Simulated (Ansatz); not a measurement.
## Two runs on La₂O₃

System: La₂O₃ (P6/mmm, 5 atoms in the cell).
Method of run 1: DFT, r2SCAN, plane waves, PAW, no spin polarisation (Ansatz 0.2.0).

The structure derives from an entry of the Crystallography Open Database. The geometry comes from this level: r2SCAN. Text and figures count atoms from 1; the logs count them from 0 in places.

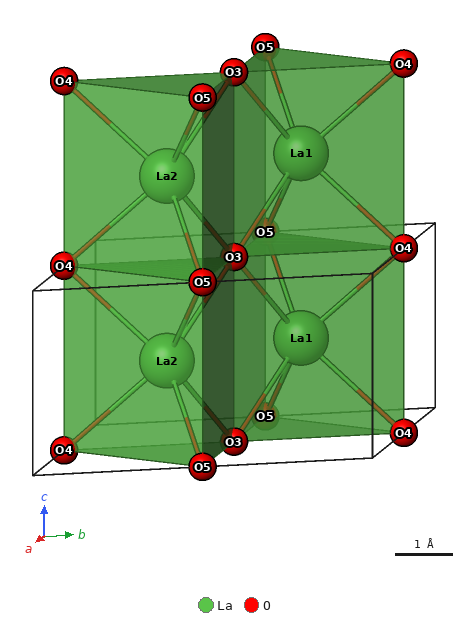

Figure 1. The input geometry (polyhedral view of the cell of the calculation, repeated 1 × 1 × 2, seen slightly off an axis; polyhedra are completed across the faces of the cell; atoms are numbered from 1 in the order of the input). An atom can appear more than once, as a periodic image.

**The input, run 1**
```yaml
crystal:
  lattice:
    - [6.3545913348, 0.0, 0.0]
    - [-3.1772956674, 5.5032375266, 0.0]
    - [0.0, 0.0, 3.2787090847]
  atoms:
    - { symbol: La, position: [0.3333333333, 0.6666666667, 0.500075793] }
    - { symbol: La, position: [0.6666666667, 0.3333333333, 0.499924207] }
    - { symbol: O, position: [0.5000000168, 0.5000000168, 0.0] }
    - { symbol: O, position: [0.4999999832, 0.0, 0.0] }
    - { symbol: O, position: [0.0, 0.4999999832, 0.0] }
kpoints:
  mp_grid: { grid: [6, 6, 8] }
  band_path:
    path:
      - [0.0, 0.0, 0.0]
      - [0.5, 0.0, 0.0]
      - [0.3333333333, 0.3333333333, 0.0]
      - [0.0, 0.0, 0.5]
      - [0.5, 0.0, 0.5]
      - [0.3333333333, 0.3333333333, 0.5]
    npoints: 1
hamiltonian:
  xc: r2scan
scf:
  occupations: { method: fixed }
  n_extra_bands: 5
output:
  forces: true
  stress: true
  eigenvalues: true
```

Launched with:
```bash
ansatz run input.yaml --threads 2 --pin off --max-ram 3686MiB --backend cpu --events-out ev --progress --plain --runs-dir out
```

Hardware: 2 threads of Arm Neoverse V2, 24 GiB of memory available, shared host.

**Output, shortened to warnings, some set-up lines, iterations and results (run 1)**
```
Basis set: ecut = 500 eV, 2873 PW (Γ), exchange–correlation on 192×192×96 points (64 copies of the dense FFT grid, shifted against one another)
Symmetry: 12 space group operations
k-points: 44 of 288
Initial density: superposition of atomic densities (neutral atoms: chi_scale 0, normalization atom), corrected by the library's trained network
[...]
SCF iter   1: F=—  HF=-14244.261347 eV  |F-HF|=—  |Δ(HF+E_count)|=         —  Δρ=1.37e-2  dr2=2.98e-1  dr2_τ=2.00e-1  ethr=1.77e-3  ⟨swp⟩=6.2  Hψ=4946  notcnv=0  defer=99
SCF iter   2: F=—  HF=-14244.399789 eV  |F-HF|=—  |Δ(HF+E_count)|=   1.38e-1  Δρ=7.37e-3  dr2=2.85e-2  dr2_τ=1.35e-2  ethr=7.44e-4  ⟨swp⟩=3.9  Hψ=2472  notcnv=0  defer=118
SCF iter   3: F=—  HF=-14244.398058 eV  |F-HF|=—  |Δ(HF+E_count)|=   1.73e-3  Δρ=2.67e-3  dr2=7.55e-3  dr2_τ=4.65e-4  ethr=7.12e-5  ⟨swp⟩=3.1  Hψ=1961  notcnv=0  defer=131
SCF iter   4: F=—  HF=-14244.398336 eV  |F-HF|=—  |Δ(HF+E_count)|=   2.78e-4  Δρ=1.16e-3  dr2=1.08e-3  dr2_τ=8.17e-5  ethr=1.89e-5  ⟨swp⟩=5.2  Hψ=2114  notcnv=0  defer=131
SCF iter   5: F=—  HF=-14244.398918 eV  |F-HF|=—  |Δ(HF+E_count)|=   5.82e-4  Δρ=2.41e-4  dr2=8.12e-5  dr2_τ=1.87e-6  ethr=2.71e-6  ⟨swp⟩=5.1  Hψ=2164  notcnv=0  defer=131
SCF iter   6: F=—  HF=-14244.399142 eV  |F-HF|=—  |Δ(HF+E_count)|=   2.24e-4  Δρ=3.25e-5  dr2=2.98e-6  dr2_τ=3.60e-8  ethr=2.03e-7  ⟨swp⟩=4.8  Hψ=2195  notcnv=0  defer=128
SCF iter   7: F=—  HF=-14244.399156 eV  |F-HF|=—  |Δ(HF+E_count)|=   1.38e-5  Δρ=5.60e-6  dr2=1.02e-7  dr2_τ=1.48e-9  ethr=7.45e-9  ⟨swp⟩=2.2  Hψ=1571  notcnv=0  defer=128
SCF iter   8: F=-14244.399156 eV  HF=-14244.399156 eV  |F-HF|=9.57e-9  |Δ(HF+E_count)|=   6.84e-9  Δρ=1.31e-6  dr2=2.59e-9  dr2_τ=8.74e-11  ethr=2.50e-10  ⟨swp⟩=15.8  Hψ=6667 …
SCF 1 converged in 8 iterations: F = -14244.399156 eV  dr2 = 2.59e-9
NSCF: frozen V_eff on 6 k-points
SCF converged after 8 iterations
Free energy (F): -14244.399156 eV
Harris-Foulkes:  -14244.399156 eV  (|F-HF|=9.57e-9)
Internal energy: -14244.399156 eV  (E = F + TS)
E sigma→0 (E₀):  -14244.399156 eV
Fermi energy:    5.620121 eV
--- Per-component energies (eV) ---
  E_band       = -205.838250
  E_kinetic    = 914.263108
  E_local      = -2808.572824  (includes V_loc(G=0)·N_el)
  E_nonlocal   = 331.549237
  E_hartree    = 1099.617561
  E_xc         = -487.533805
  E_vxc        = -643.079001  (∫ρ·V_xc dr)
  E_paw        = -11355.602531  (= ΣΔE_a)
  E_vpaw       = -236.969851  (= ΣTr[D̂ρ^β])
  E_aug_tail   = 0.003056  (compensation charges beyond the density's cutoff)
  E_vtau       = 37.735319  (kinetic-family band-sum trace: ∫τ·v_τ [+ j·A + Jᵃ·Aᵃ] dr)
  E_ewald      = -1938.164159
  E_core_change = 0.041202  (= ΣΔE_core)
  E_smearing   = -0.000000  (= −TS)
  E_closure    = -0.000000  (closes the sum)
  Σ components = -14244.399156   (vs F -14244.399156, Δ=0.00e0)
--- Forces (eV/Å), atoms counted from 1 ---
  atom   1  La     0.00000000    -0.00000000    -0.00059512
  atom   2  La     0.00000000     0.00000000     0.00059512
  atom   3  O      0.00000000    -0.00000000     0.00000000
  atom   4  O     -0.00000000     0.00000000     0.00000000
  atom   5  O      0.00000000    -0.00000000     0.00000000
  max |Σ_I F_I| component: 1.05e-29 eV/Å
--- Stress (GPa, compression-positive) ---
        0.001070       0.000000       0.000000
        0.000000       0.001070       0.000000
        0.000000       0.000000       0.004716
  P = ⅓ Tr σ = 0.0023 GPa (0.023 kbar)
```

Run 2 used a changed input.

**The two runs side by side**

| quantity | run 1 | run 2 |
| --- | --- | --- |
| outcome | converged | converged |
| free energy per atom (eV) | −2848.8798 | −2842.2038 |
| gap on the mesh (eV) | 1.92 | 1.58 |
| pressure (GPa) | 0.00 | 0.74 |
| largest force (eV/Å) | 0.001 | 0.001 |
| SCF iterations | 8 | 8 |
| irreducible k-points | 44 | 44 |
| plane waves at Γ | 2873 | 2279 |
| wall time (shared host) | 14 s | 6 s |

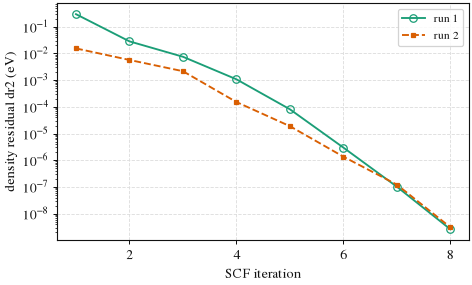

Figure 2. Convergence of the two runs: density residual dr2 against the SCF iteration. Run 1 takes 8 iterations in all, and run 2 takes 8.

Which change of the input explains these differences?

The change (lines with − go, lines with + come):
```diff
-  xc: r2scan
+  xc: pbe
```

The total energies belong to different methods, so their difference says nothing on which is more stable or more accurate. The gap on the mesh goes from 1.92 to 1.58 eV. The pressure goes from 0.00 to 0.74 GPa. The functional changes from r2SCAN to PBE. The number of SCF iterations is the same. The default cutoff goes from 500 to 420 eV with the change. The plane waves at Γ go from 2873 to 2279. On the same kind of shared host run 2 took about 0.41 times as long.

**Output, shortened to warnings, some set-up lines, iterations and results (run 2)**
```
Basis set: ecut = 420 eV, 2279 PW (Γ), exchange–correlation on 90×90×48 points (8 copies of the dense FFT grid, shifted against one another)
Symmetry: 12 space group operations
k-points: 44 of 288
Initial density: superposition of atomic densities (neutral atoms: chi_scale 0, normalization atom), corrected by the library's trained network
[...]
SCF iter   1: F=—  HF=-14211.007050 eV  |F-HF|=—  |Δ(HF+E_count)|=         —  Δρ=3.48e-3  dr2=1.55e-2  ethr=1.77e-3  ⟨swp⟩=5.5  Hψ=4688  notcnv=0  defer=95
SCF iter   2: F=—  HF=-14211.011671 eV  |F-HF|=—  |Δ(HF+E_count)|=   4.62e-3  Δρ=2.26e-3  dr2=5.73e-3  ethr=3.87e-5  ⟨swp⟩=4.3  Hψ=2485  notcnv=0  defer=133
SCF iter   3: F=—  HF=-14211.014519 eV  |F-HF|=—  |Δ(HF+E_count)|=   2.85e-3  Δρ=1.15e-3  dr2=2.17e-3  ethr=1.43e-5  ⟨swp⟩=3.0  Hψ=1624  notcnv=0  defer=131
SCF iter   4: F=—  HF=-14211.018373 eV  |F-HF|=—  |Δ(HF+E_count)|=   3.85e-3  Δρ=2.80e-4  dr2=1.52e-4  ethr=5.42e-6  ⟨swp⟩=5.5  Hψ=2218  notcnv=0  defer=131
SCF iter   5: F=—  HF=-14211.018916 eV  |F-HF|=—  |Δ(HF+E_count)|=   5.44e-4  Δρ=1.36e-4  dr2=1.89e-5  ethr=3.80e-7  ⟨swp⟩=3.7  Hψ=2055  notcnv=0  defer=113
SCF iter   6: F=—  HF=-14211.018905 eV  |F-HF|=—  |Δ(HF+E_count)|=   1.13e-5  Δρ=2.41e-5  dr2=1.36e-6  ethr=4.73e-8  ⟨swp⟩=2.0  Hψ=1659  notcnv=0  defer=96
SCF iter   7: F=—  HF=-14211.018905 eV  |F-HF|=—  |Δ(HF+E_count)|=   4.99e-8  Δρ=9.34e-6  dr2=1.22e-7  ethr=3.39e-9  ⟨swp⟩=2.1  Hψ=1557  notcnv=0  defer=93
SCF iter   8: F=-14211.018905 eV  HF=-14211.018905 eV  |F-HF|=2.27e-9  |Δ(HF+E_count)|=   1.25e-8  Δρ=1.40e-6  dr2=3.08e-9  ethr=2.50e-10  ⟨swp⟩=17.0  Hψ=6629  notcnv=0
SCF 1 converged in 8 iterations: F = -14211.018905 eV  dr2 = 3.08e-9
NSCF: frozen V_eff on 6 k-points
SCF converged after 8 iterations
Free energy (F): -14211.018905 eV
Harris-Foulkes:  -14211.018905 eV  (|F-HF|=2.27e-9)
Internal energy: -14211.018905 eV  (E = F + TS)
E sigma→0 (E₀):  -14211.018905 eV
Fermi energy:    5.858192 eV
--- Per-component energies (eV) ---
  E_band       = -180.010943
  E_kinetic    = 911.304389
  E_local      = -2808.633888  (includes V_loc(G=0)·N_el)
  E_nonlocal   = 336.552832
  E_hartree    = 1098.472130
  E_xc         = -502.825018
  E_vxc        = -580.986075  (∫ρ·V_xc dr)
  E_paw        = -11307.732405  (= ΣΔE_a)
  E_vpaw       = -235.197210  (= ΣTr[D̂ρ^β])
  E_aug_tail   = 0.007214  (compensation charges beyond the density's cutoff)
  E_ewald      = -1938.164159
  E_smearing   = -0.000000  (= −TS)
  E_closure    = -0.000000  (closes the sum)
  Σ components = -14211.018905   (vs F -14211.018905, Δ=0.00e0)
--- Forces (eV/Å), atoms counted from 1 ---
  atom   1  La    -0.00000000    -0.00000000    -0.00054925
  atom   2  La     0.00000000     0.00000000     0.00054925
  atom   3  O     -0.00000000     0.00000000     0.00000000
  atom   4  O      0.00000000     0.00000000     0.00000000
  atom   5  O      0.00000000    -0.00000000     0.00000000
  max |Σ_I F_I| component: 6.31e-30 eV/Å
--- Stress (GPa, compression-positive) ---
        0.630287       0.000000       0.000000
        0.000000       0.630287       0.000000
        0.000000       0.000000       0.947986
  P = ⅓ Tr σ = 0.7362 GPa (7.362 kbar)
```
